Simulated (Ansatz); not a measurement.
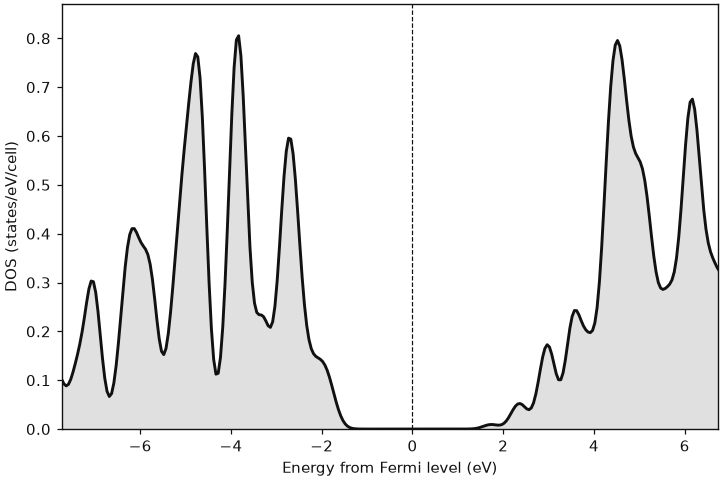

Density of states. Energies are counted from the Fermi level, put mid-gap where there is a gap. The curve is built from the levels of the k mesh with Gaussians 0.4 eV wide, which also blur the band edges.

System: LiH, space group I4/mmm, 2 atoms in the cell, biaxial (xy) strain −3.6%.

```xyz
2
Lattice="0.0000 1.9271 1.9985 1.9271 0.0000 1.9985 1.9271 1.9271 0.0000" Properties=species:S:1:pos:R:3 pbc="T T T"
Li    0.0000    0.0000    0.0000
H     1.9271    1.9271    1.9985
```

Level of theory: DFT, HSE06, plane waves, PAW, no spin polarisation, 8×8×8 k mesh, 420 eV cutoff; code Ansatz 0.2.0.

> Is there a gap at the Fermi level, and how wide?

There is a gap; over the k points computed it is 3.46 eV (indirect; the smallest direct gap is 3.78 eV).
